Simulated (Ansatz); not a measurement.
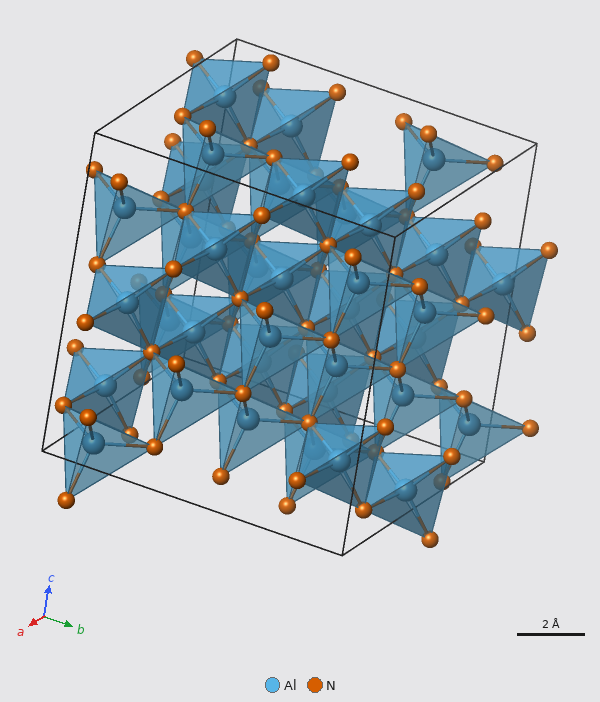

*The input geometry (polyhedral view of the cell of the calculation, seen slightly off an axis; polyhedra are completed across the faces of the cell). An atom can appear more than once, as a periodic image.*

Run report: AlN, single-point calculation (part 1 of 2)

- system: AlN (P6₃mc, 64 atoms in the cell)
- method: DFT PBE, scalar-relativistic, plane waves, PAW, no spin polarisation (Ansatz 0.2.0)

The structure derives from an entry of the Crystallography Open Database.

Output:
```
Engine: ansatz 0.2.0, x86_64-unknown-linux-gnu
Pseudopotentials: kind: paw
Pseudopotential: Al, paw, valence charge 3, recommended cutoff 420 eV (normal), Al.paw.azcp
Pseudopotential: N, paw, valence charge 5, recommended cutoff 420 eV (normal), N.paw.azcp
Functional definition: PBE
  parameter kappa = 0.804
  parameter beta = 0.06672455060314922
  exchange = pbe_x(kappa = kappa, mu = beta*pi^2/3)
  correlation = pbe_c(beta = beta)
Crystal: 64 atoms, lattice volume = 681.294 Å³
Basis set: ecut = 420 eV, 13335 PW (Γ), exchange–correlation on 144×144×144 points (8 copies of the dense FFT grid, shifted against one another)
Bands: 192, of which v1, the nominal top of the filled ones, is band 128 counted from 1 (127 counted from 0)
Symmetry: 64 space group operations
Space group: P63mc (ITA 186), of the structure as read, at distance tolerance 8.8e-5 Å
k-points: 4 of 8 (time reversal used)
Non-local potential: Al, projectors of the file, l = 0: 2, l = 1: 2, l = 2: 1
Non-local potential: N, projectors of the file, l = 0: 2, l = 1: 2, l = 2: 1
PAW form: soft (Blöchl's): semilocal exchange-correlation on the pseudo side does not see the compensation charge
PAW one-centre angular grid: Al, 110 points (default); XC on 64 Gauss nodes
PAW one-centre angular grid: N, 110 points (default); XC on 64 Gauss nodes
Initial density: superposition of atomic densities (neutral atoms: chi_scale 0, normalization atom), corrected by the library's trained network
Initial wavefunctions: pseudopotential atomic-orbital guess
Functional: x = pbe(κ = 0.804, μ = 0.2195149727645171), c = pbe(β = 0.06672455060314922)
SCF iter   1: F=—  HF=-29576.125065 eV  |F-HF|=—  |Δ(HF+E_count)|=         —  Δρ=7.96e-4  dr2=1.83e-3  ethr=1.77e-3  ⟨swp⟩=6.0  Hψ=3413  notcnv=0  defer=89
preconditioner: auto → Resta (q_TF=auto, 2.318 Å⁻¹)  ε∞=4.1  [insulator: Δε(μ)=4.763 eV  Ē_g=12.983 eV  σ=0.010 eV  W_gap=1.00  n_scr=148 (ndim 8)  ℏωp=22.8 eV  f_vac=0.000  D(μ)=0.00/eV (n_scr^D=0)  ε∞_Penn≈4.1]
SCF iter   2: F=—  HF=-29576.125007 eV  |F-HF|=—  |Δ(HF+E_count)|=   5.82e-5  Δρ=4.37e-4  dr2=5.06e-4  ethr=7.15e-7  ⟨swp⟩=2.0  Hψ=1428  notcnv=0  defer=220
SCF iter   3: F=—  HF=-29576.126470 eV  |F-HF|=—  |Δ(HF+E_count)|=   1.46e-3  Δρ=5.49e-5  dr2=1.13e-5  ethr=1.98e-7  ⟨swp⟩=2.0  Hψ=1096  notcnv=0  defer=44
automatic band count: iteration 3 solves 148 bands in place of 192: the levels show a gap, and the empty bands left out lie too high to hold charge; the band table lists the bands solved (type scf.n_extra_bands for more)
SCF iter   4: F=—  HF=-29576.126258 eV  |F-HF|=—  |Δ(HF+E_count)|=   2.12e-4  Δρ=1.75e-5  dr2=2.08e-6  ethr=4.42e-9  ⟨swp⟩=2.0  Hψ=1053  notcnv=0  defer=44
SCF iter   5: F=—  HF=-29576.126258 eV  |F-HF|=—  |Δ(HF+E_count)|=   4.32e-7  Δρ=9.70e-6  dr2=4.51e-7  ethr=8.11e-10  ⟨swp⟩=2.0  Hψ=1053  notcnv=0  defer=44
SCF iter   6: F=-29576.126258 eV  HF=-29576.126258 eV  |F-HF|=6.34e-9  |Δ(HF+E_count)|=   7.83e-9  Δρ=1.06e-6  dr2=5.54e-9  ethr=3.91e-11  ⟨swp⟩=8.2  Hψ=2158  notcnv=0
SCF 1 converged in 6 iterations: F = -29576.126258 eV  dr2 = 5.54e-9
  greatest PAW one-centre occupation: 0.787 electrons in one spin orbital (limit 2), on the N atom at site 63 (counted from 0), in its partial waves of l = 0
```

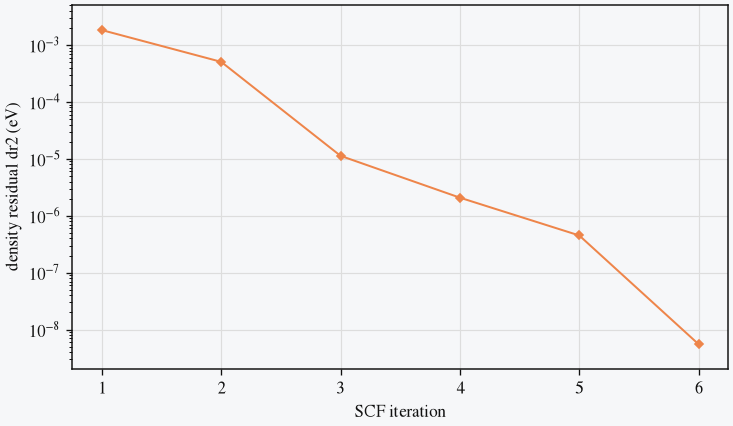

*Convergence of the self-consistent field: density residual dr2 against the SCF iteration.*

The residual falls at every step.

```
SCF converged after 6 iterations
Free energy (F): -29576.126258 eV
Harris-Foulkes:  -29576.126258 eV  (|F-HF|=6.34e-9)
Internal energy: -29576.126258 eV  (E = F + TS)
E sigma→0 (E₀):  -29576.126258 eV
Fermi energy:    9.260782 eV
--- Per-component energies (eV) ---
  E_band       = 445.639362
  E_kinetic    = 5077.136397
  E_local      = -7225.723061  (includes V_loc(G=0)·N_el)
  E_nonlocal   = 1768.052708
  E_hartree    = 2506.262665
  E_xc         = -3252.005053
  E_vxc        = -3446.085481  (∫ρ·V_xc dr)
  E_paw        = -19041.060130  (= ΣΔE_a)
  E_vpaw       = -740.271054  (= ΣTr[D̂ρ^β])
  E_aug_tail   = 0.003126  (compensation charges beyond the density's cutoff)
  E_ewald      = -9408.792910
  E_smearing   = -0.000000  (= −TS)
  E_closure    = 0.000000  (closes the sum)
  Σ components = -29576.126258   (vs F -29576.126258, Δ=0.00e0)
--- Forces (eV/Å), atoms counted from 1 ---
  atom   1  Al     0.00000000     0.00004733     0.00017965
  atom   2  Al    -0.00000000     0.00004733     0.00017965
  atom   3  Al    -0.00000000     0.00004733     0.00017965
  atom   4  Al    -0.00000000     0.00004733     0.00017965
  atom   5  Al     0.00000000     0.00004733     0.00017965
  atom   6  Al     0.00000000     0.00004733     0.00017965
  atom   7  Al     0.00000000     0.00004733     0.00017965
  atom   8  Al    -0.00000000     0.00004733     0.00017965
  atom   9  Al     0.00000000     0.00004733     0.00017965
  atom  10  Al    -0.00000000     0.00004733     0.00017965
  atom  11  Al    -0.00000000     0.00004733     0.00017965
  atom  12  Al    -0.00000000     0.00004733     0.00017965
  atom  13  Al    -0.00000000     0.00004733     0.00017965
  atom  14  Al     0.00000000     0.00004733     0.00017965
  atom  15  Al     0.00000000     0.00004733     0.00017965
  atom  16  Al    -0.00000000     0.00004733     0.00017965
  atom  17  Al    -0.00000000    -0.00004733     0.00017965
  atom  18  Al    -0.00000000    -0.00004733     0.00017965
  atom  19  Al    -0.00000000    -0.00004733     0.00017965
  atom  20  Al     0.00000000    -0.00004733     0.00017965
  atom  21  Al     0.00000000    -0.00004733     0.00017965
  atom  22  Al    -0.00000000    -0.00004733     0.00017965
  atom  23  Al    -0.00000000    -0.00004733     0.00017965
  atom  24  Al     0.00000000    -0.00004733     0.00017965
  atom  25  Al    -0.00000000    -0.00004733     0.00017965
  atom  26  Al    -0.00000000    -0.00004733     0.00017965
  atom  27  Al     0.00000000    -0.00004733     0.00017965
  atom  28  Al     0.00000000    -0.00004733     0.00017965
  atom  29  Al     0.00000000    -0.00004733     0.00017965
  atom  30  Al    -0.00000000    -0.00004733     0.00017965
  atom  31  Al    -0.00000000    -0.00004733     0.00017965
  atom  32  Al     0.00000000    -0.00004733     0.00017965
  atom  33  N     -0.00000000     0.00010454    -0.00018238
  atom  34  N      0.00000000     0.00010454    -0.00018238
  atom  35  N      0.00000000     0.00010454    -0.00018238
  atom  36  N     -0.00000000     0.00010454    -0.00018238
  atom  37  N      0.00000000     0.00010454    -0.00018238
  atom  38  N     -0.00000000     0.00010454    -0.00018238
  atom  39  N      0.00000000     0.00010454    -0.00018238
  atom  40  N     -0.00000000     0.00010454    -0.00018238
  atom  41  N      0.00000000     0.00010454    -0.00018238
  atom  42  N      0.00000000     0.00010454    -0.00018238
  atom  43  N     -0.00000000     0.00010454    -0.00018238
  atom  44  N      0.00000000     0.00010454    -0.00018238
  atom  45  N      0.00000000     0.00010454    -0.00018238
  atom  46  N     -0.00000000     0.00010454    -0.00018238
  atom  47  N     -0.00000000     0.00010454    -0.00018238
  atom  48  N     -0.00000000     0.00010454    -0.00018238
  atom  49  N     -0.00000000    -0.00010454    -0.00018238
  atom  50  N      0.00000000    -0.00010454    -0.00018238
  atom  51  N     -0.00000000    -0.00010454    -0.00018238
  atom  52  N     -0.00000000    -0.00010454    -0.00018238
  atom  53  N     -0.00000000    -0.00010454    -0.00018238
  atom  54  N      0.00000000    -0.00010454    -0.00018238
  atom  55  N      0.00000000    -0.00010454    -0.00018238
  atom  56  N      0.00000000    -0.00010454    -0.00018238
  atom  57  N     -0.00000000    -0.00010454    -0.00018238
  atom  58  N     -0.00000000    -0.00010454    -0.00018238
  atom  59  N     -0.00000000    -0.00010454    -0.00018238
  atom  60  N      0.00000000    -0.00010454    -0.00018238
  atom  61  N     -0.00000000    -0.00010454    -0.00018238
  atom  62  N     -0.00000000    -0.00010454    -0.00018238
  atom  63  N     -0.00000000    -0.00010454    -0.00018238
  atom  64  N     -0.00000000    -0.00010454    -0.00018238
  max |Σ_I F_I| component: 8.72e-5 eV/Å
--- Stress (GPa, compression-positive) ---
        0.007908      -0.000000       0.000000
        0.000000       0.001185       0.000000
        0.000000       0.000000       0.005624
  P = ⅓ Tr σ = 0.0049 GPa (0.049 kbar)
--- Band table (eV) ---
  k-point 0: bands = ["-7.5591", "-7.5591", "-7.5591", "-7.5591", "-6.6433", "-6.6433", "-6.6433", "-6.6433", "-6.4069", "-6.4069", "-6.4069", "-6.4069", "-6.2262", "-6.2262", "-6.2262", "-6.2262", "-5.9540", "-5.9540", "-5.9540", "-5.9540", "-5.7226", "-5.7226", "-5.7226", "-5.7226", "-5.6371", "-5.6371", "-5.6371", "-5.6371", "-5.5755", "-5.5755", "-5.5755", "-5.5755", "1.7554", "1.7554", "1.7554", "1.7554", "1.9143", "1.9143", "1.9143", "1.9143", "1.9932", "1.9932", "1.9932", "1.9932", "2.0789", "2.0789", "2.0789", "2.0789", "2.4228", "2.4228", "2.4228", "2.4228", "2.6094", "2.6094", "2.6094", "2.6094", "2.8431", "2.8431", "2.8431", "2.8431", "3.6056", "3.6056", "3.6056", "3.6056", "4.0293", "4.0293", "4.0293", "4.0293", "4.1068", "4.1068", "4.1068", "4.1068", "4.7507", "4.7507", "4.7507", "4.7507", "4.7609", "4.7609", "4.7609", "4.7609", "4.7999", "4.7999", "4.7999", "4.7999", "5.0261", "5.0261", "5.0261", "5.0261", "5.1139", "5.1139", "5.1139", "5.1139", "5.1309", "5.1309", "5.1309", "5.1309", "5.5266", "5.5266", "5.5266", "5.5266", "5.8168", "5.8168", "5.8168", "5.8168", "5.8650", "5.8650", "5.8650", "5.8650", "5.9507", "5.9507", "5.9507", "5.9507", "6.1693", "6.1693", "6.1693", "6.1693", "6.2315", "6.2315", "6.2315", "6.2315", "6.4127", "6.4127", "6.4127", "6.4127", "6.4857", "6.4857", "6.4857", "6.4857", "12.5944", "12.5944", "12.5944", "12.5944", "12.6266", "12.6266", "12.6266", "12.6266", "12.7327", "12.7327", "12.7327", "12.7327", "12.7431", "12.7431", "12.7431", "12.7431", "13.5456", "13.5456", "13.5456", "13.5456"]
```
